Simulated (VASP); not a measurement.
System: CdS, space group F-43m (No. 216).

Input file:
```
SYSTEM = CdS
ALGO = Normal
EDIFF = 1E-7
ENCUT = 520
GGA = PS
ISIF = 2
ISMEAR = -1
LASPH = .TRUE.
LCHARG = .FALSE.
LREAL = .FALSE.
LWAVE = .FALSE.
NBANDS = 16
NELM = 100
PREC = Accurate
SIGMA = 0.05
```

Run as:
```bash
cat potpaw_PBE.64/Cd/POTCAR potpaw_PBE.64/S/POTCAR > POTCAR
mpirun -np 1 vasp_std > vasp.out
```

Calculation (VASP 6.6.1): plane-wave DFT, no spin polarisation; energies at scaled volumes of the given cell, shape and fractions fixed, counted from the fit's minimum, third-order Birch-Murnaghan fit. Level: PBEsol.

k mesh 8×8×8; occupations Fermi–Dirac; smearing width 0.05 eV; potentials VASP PAW PBE potentials, recommended; wave cutoff 520 eV.

Predict the energy and pressure against volume. The volume takes the values 23.32, 23.82, 24.31, 24.81, 25.30, 25.80, 26.30 Å³/atom.

A third-order Birch–Murnaghan fit gives V0 = 24.87 Å³/atom, B0 = 61.2 GPa and B′ = 4.6. The energy is 20.78 meV/atom at volume 23.32 Å³/atom and 14.13 meV/atom at 26.30 Å³/atom; the lowest computed point is at volume 24.81 Å³/atom (0.03 meV/atom), and no other minimum shows. The pressure falls from 4.54 GPa at volume 23.32 Å³/atom to −3.03 GPa at 26.30 Å³/atom, and changes sign near 24.86 Å³/atom.

```json
{"volume (Å³/atom)": "23.32", "energy (meV/atom)": "20.78", "pressure (GPa)": "4.54"}
{"volume (Å³/atom)": "23.82", "energy (meV/atom)": "9.22", "pressure (GPa)": "2.90"}
{"volume (Å³/atom)": "24.31", "energy (meV/atom)": "2.48", "pressure (GPa)": "1.43"}
{"volume (Å³/atom)": "24.81", "energy (meV/atom)": "0.03", "pressure (GPa)": "0.12"}
{"volume (Å³/atom)": "25.30", "energy (meV/atom)": "1.42", "pressure (GPa)": "-1.05"}
{"volume (Å³/atom)": "25.80", "energy (meV/atom)": "6.24", "pressure (GPa)": "-2.10"}
{"volume (Å³/atom)": "26.30", "energy (meV/atom)": "14.13", "pressure (GPa)": "-3.03"}
```

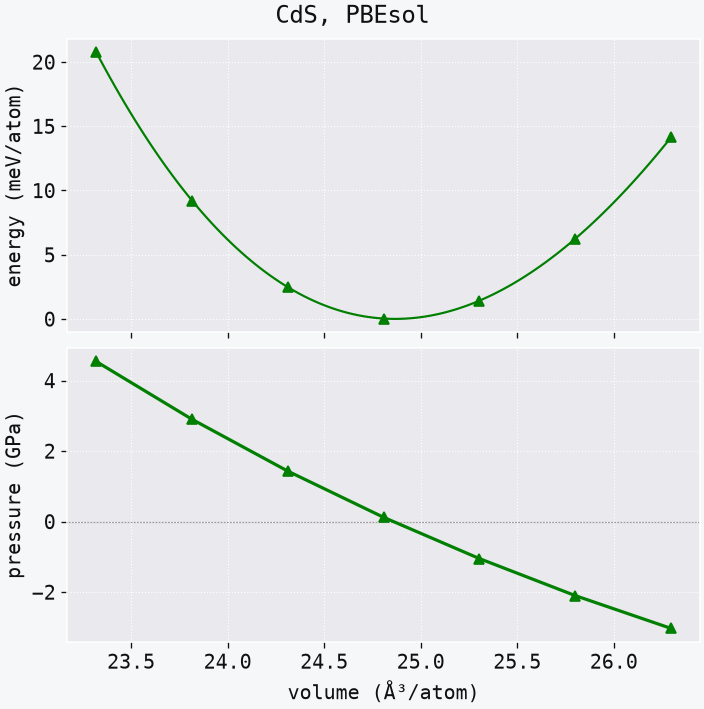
